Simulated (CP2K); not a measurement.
**Energy of SiC along an even scaling of the cell**

System: SiC (F-43m, 2 atoms in the cell).
Method: Kohn-Sham DFT of a periodic cell, PBEsol, GTH-PBE with UZH-TZVP basis, no spin polarisation (CP2K 2026.2).

The 6 runs differ only in the geometry, by an even scaling of the cell at fixed fractional positions. The structure derives from an entry of the Crystallography Open Database.

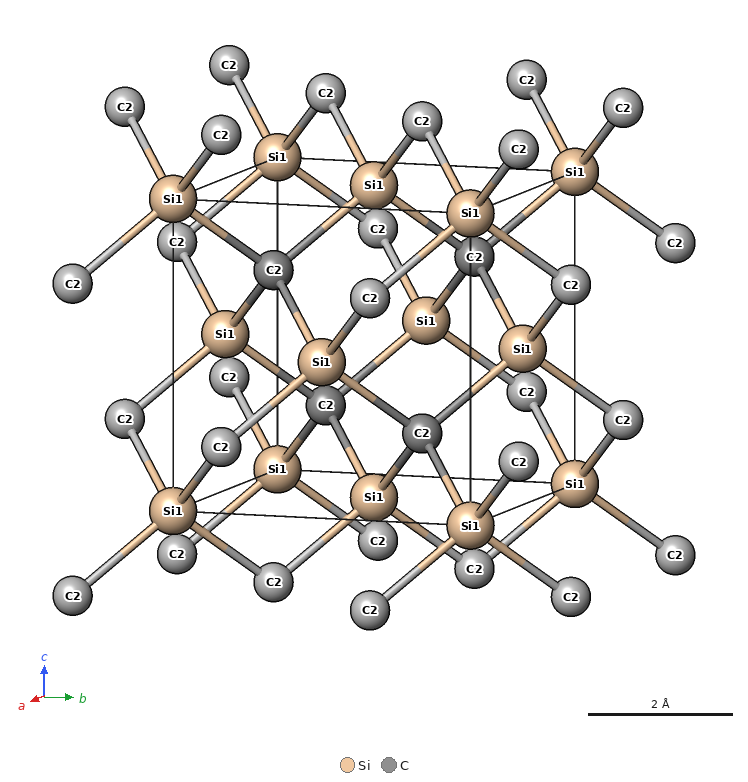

Figure 1. The structure of run 4 (ball-and-stick view of the cell 4 times as large as that of the calculation, set on its symmetry axes, seen slightly off an axis; neighbours outside the cell are drawn fainter; atoms are numbered from 1 in the order of the input).

## Input of run 4
```
&GLOBAL
  PROJECT sic_eos
  RUN_TYPE ENERGY_FORCE
  PRINT_LEVEL LOW
&END GLOBAL
&FORCE_EVAL
  METHOD QS
  STRESS_TENSOR ANALYTICAL
  &DFT
    BASIS_SET_FILE_NAME BASIS_MOLOPT_UZH
    POTENTIAL_FILE_NAME POTENTIAL_UZH
    WFN_RESTART_FILE_NAME previous-RESTART.kp
    &MGRID
      CUTOFF 450
      REL_CUTOFF 60
      NGRIDS 5
    &END MGRID
    &QS
      METHOD GPW
      EPS_DEFAULT 1.0E-9
    &END QS
    &KPOINTS
      SCHEME MONKHORST-PACK 10 10 10
      GAMMA_CENTERED T
      SYMMETRY T
      SYMMETRY_BACKEND SPGLIB
    &END KPOINTS
    &SCF
      SCF_GUESS RESTART
      EPS_SCF 1.0E-6
      MAX_SCF 100
      ADDED_MOS 10
      CHOLESKY OFF
      EPS_EIGVAL 1.0E-7
      &DIAGONALIZATION ON
        ALGORITHM STANDARD
      &END DIAGONALIZATION
      &MIXING ON
        METHOD BROYDEN_MIXING
        ALPHA 0.4
        BETA 1.5
        NBUFFER 8
      &END MIXING
      &SMEAR ON
        METHOD FERMI_DIRAC
        ELECTRONIC_TEMPERATURE [K] 580.226
      &END SMEAR
    &END SCF
    &XC
      &XC_FUNCTIONAL
        &GGA_X_PBE_SOL
        &END GGA_X_PBE_SOL
        &GGA_C_PBE_SOL
        &END GGA_C_PBE_SOL
      &END XC_FUNCTIONAL
    &END XC
    &PRINT
      &KPOINTS ON
      &END KPOINTS
      &MULLIKEN ON
      &END MULLIKEN
      &MO ON
        ENERGIES T
        OCCUPATION_NUMBERS T
        &EACH
          QS_SCF 0
        &END EACH
        ADD_LAST NUMERIC
      &END MO
    &END PRINT
  &END DFT
  &SUBSYS
    &CELL
      ABC 3.1019797045 3.1019797045 3.1019797044
      ALPHA_BETA_GAMMA 60.0000000003 60.0000000005 60.0000000006
      PERIODIC XYZ
    &END CELL
    &COORD
      Si  0.0000000000 0.0000000000 0.0000000000
      C   4.6529695567 2.6863932261 1.8995668671
    &END COORD
    &KIND Si
      BASIS_SET TZVP-MOLOPT-PBE-GTH-q4
      POTENTIAL GTH-PBE-q4
    &END KIND
    &KIND C
      BASIS_SET TZVP-MOLOPT-PBE-GTH-q4
      POTENTIAL GTH-PBE-q4
    &END KIND
    &PRINT
      &ATOMIC_COORDINATES ON
      &END ATOMIC_COORDINATES
      &CELL ON
      &END CELL
    &END PRINT
  &END SUBSYS
  &PRINT
    &FORCES ON
    &END FORCES
    &STRESS_TENSOR ON
    &END STRESS_TENSOR
  &END PRINT
&END FORCE_EVAL
```

Command:
```bash
OMP_NUM_THREADS=2 cp2k.psmp -i sic_eos.inp -o sic_eos.out
```

Lattice vectors (Å) and fractional positions of run 4:
```
   3.101980    0.000000    0.000000
   1.550990    2.686393    0.000000
   1.550990    0.895464    2.532756
Si  0.000000  0.000000  0.000000
C   0.750000  0.750000  0.750000
```

Run 2 has the same physical settings and fractional positions; its lattice vectors (Å) are:
```
   3.039923    0.000000    0.000000
   1.519962    2.632651    0.000000
   1.519962    0.877550    2.482087
```

## Results, with one run withheld

| run | volume per atom (Å³) | free energy per atom, from the lowest run given (meV) | pressure (GPa) | gap on the mesh (eV) |
| --- | --- | --- | --- | --- |
| 1 | 9.725 | 34.69 | 17.20 | 1.35 |
| 2 | 9.932 | ? | ? | ? |
| 3 | 10.139 | 4.65 | 6.40 | 1.39 |
| 4 | 10.553 | 0.00 | −2.51 | 1.43 |
| 5 | 10.760 | 5.77 | −6.36 | 1.45 |
| 6 | 10.967 | 16.29 | −9.86 | 1.47 |

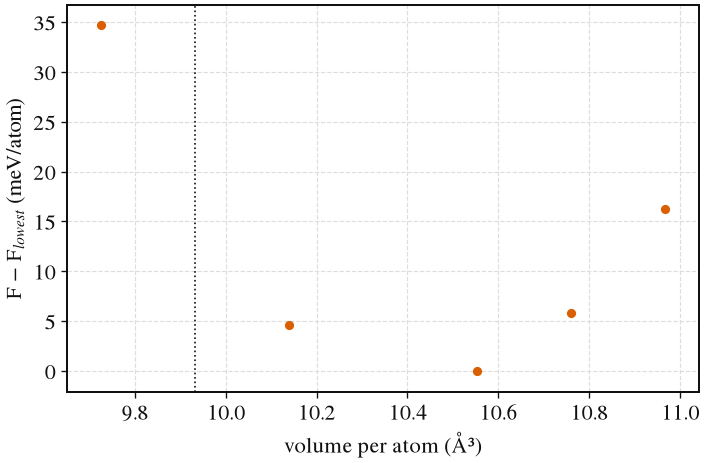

Figure 2. Free energy per atom of the runs given; the dotted line marks run 2.

What should run 2 give?

A cubic polynomial in V^(−2/3) (the Birch–Murnaghan form), fitted to the 5 runs given, misses them by under 0.01 meV per atom. With x = V^(−2/3) − 0.20971 Å⁻², it reads F = −0.9748 + 145.97 x + 3.5961e+05 x² − 1.3985e+05 x³ (meV per atom). At run 2 it gives 16.18 meV per atom, and the run itself gives 16.18. The slope of the fit gives a pressure −dF/dV of 11.54 GPa there, and the run prints 11.54 GPa. The fit has its minimum at 10.428 Å³ per atom, where V d²F/dV² gives 216 GPa: the bulk modulus at this level, since symmetry fixes the shape and the positions. The gap on the mesh goes, without turning, from 1.35 eV in run 1 to 1.47 eV in run 6; run 2 has 1.37 eV. These are gaps of this functional on this mesh, which can miss the band edges; they aren't the measured gap.

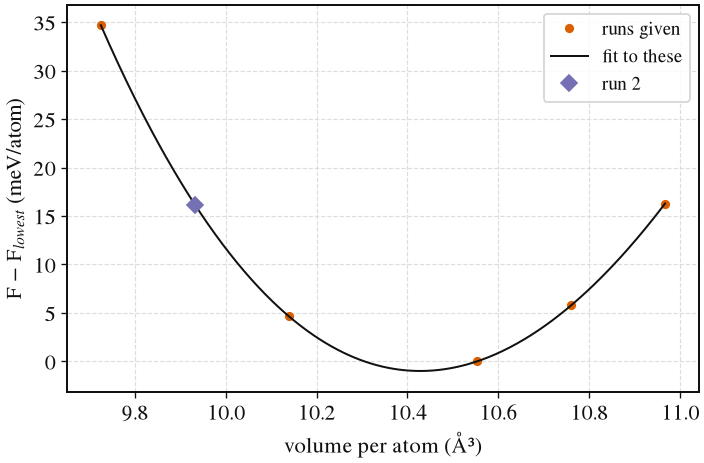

Figure 3. The fit and the withheld run.

## Some lines of the output (run 2)
```
[...]
  Total energy:                                                -9.62478791916709
  Total energy (extrapolated to T->0):                         -9.62478791887196
 MO| E(Fermi):            0.337800 a.u.          9.192018 eV
 MO| Band gap:            0.270117 a.u.          7.350256 eV
 MO| Band gap:            0.244776 a.u.          6.660705 eV
 MO| Band gap:            0.211099 a.u.          5.744307 eV
 MO| Band gap:            0.182635 a.u.          4.969757 eV
 MO| Band gap:            0.190789 a.u.          5.191646 eV
 MO| Band gap:            0.207984 a.u.          5.659544 eV
 MO| Band gap:            0.223499 a.u.          6.081717 eV
 MO| Band gap:            0.244418 a.u.          6.650961 eV
 MO| Band gap:            0.263440 a.u.          7.168579 eV
 MO| Band gap:            0.241294 a.u.          6.565934 eV
 MO| Band gap:            0.240125 a.u.          6.534140 eV
```
